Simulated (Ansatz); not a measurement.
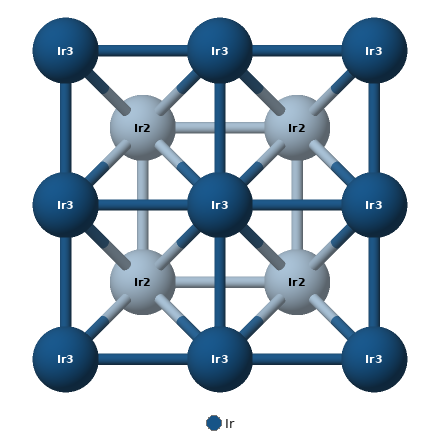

The system is O on an Ir(100) slab cut from the Fm-3m phase, its upper half relaxed before the scan (3 atoms of substrate and one adsorbate in a 1 × 1 cell); the picture shows it without the atoms that are moved over the map. O is moved over the surface cell; relaxed at each place: the height of the adsorbate's atoms; substrate rigid; the origin of the map has the adsorbate above Ir3. Places are given modulo a cell vector. The map is drawn in real space over the plane of the surface. The scan uses a 6 × 6 grid; 10 points were computed and 26 follow by symmetry. All energies are given in eV relative to the lowest grid point. With one adsorbate in each 1 × 1 cell, its nearest image is 2.7 Å away, so neighbouring adsorbates interact. The runs have no spin polarisation; a magnetic state may lie lower. Theory: Ansatz, DFT PBE, scalar-relativistic, plane waves, PAW. Settings: cutoff 420 eV, k-mesh 10×10×1, gaussian smearing 0.1 eV, no spin polarisation.

Range: position of O4 along the first surface vector from 0.000 to 0.833; position of O4 along the second surface vector from 0.000 to 0.833.

> What will the energy surface look like?

The lowest grid point is at a bridge site between two Ir atoms, (0/6, 3/6) of the cell vectors. The same energy is found at a bridge site between two Ir atoms, (3/6, 0/6) of the cell vectors. The highest grid point, (1/6, 1/6) of the cell vectors [nearest 1 Ir at 1.78 Å], lies 0.97 eV above the lowest. At the lowest point the adsorbate has 2 Ir at 1.94 Å as nearest neighbours, at the highest 1 Ir at 1.78 Å. Its relaxed height above the top atom is 1.38 Å at the lowest and 1.66 Å at the highest point.

```
second ↓, first →   0/6   1/6   2/6   3/6   4/6   5/6
              5/6  0.75  0.97  0.87  0.23  0.87  0.97
              4/6  0.66  0.87  0.90  0.59  0.90  0.87
              3/6  0.00  0.23  0.59  0.94  0.59  0.23
              2/6  0.66  0.87  0.90  0.59  0.90  0.87
              1/6  0.75  0.97  0.87  0.23  0.87  0.97
              0/6  0.52  0.75  0.66  0.00  0.66  0.75
```

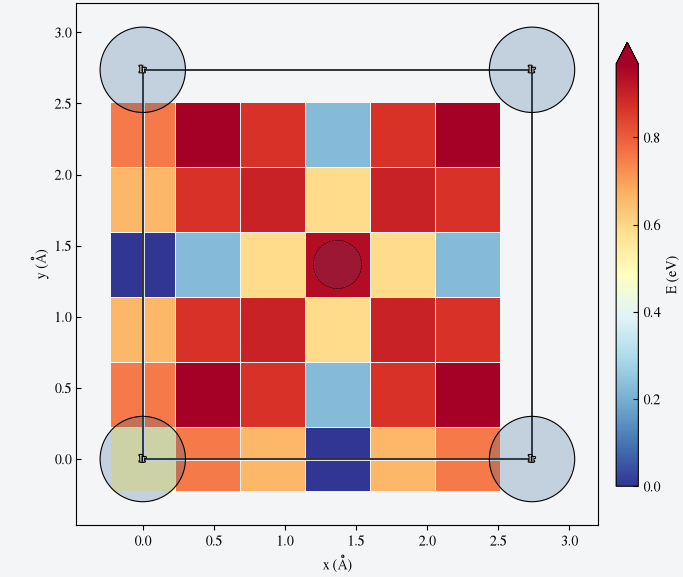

Drawn: one coloured cell a grid point, labelled circles for the atoms of the top layer and small ones for the second layer, the outline of one cell of the plane, one colour for all values above the top of the scale.

The whole map (10 points run) took 11 min on 1 thread of Arm Neoverse V1 (shared host).

PAW datasets: the set soft_1.
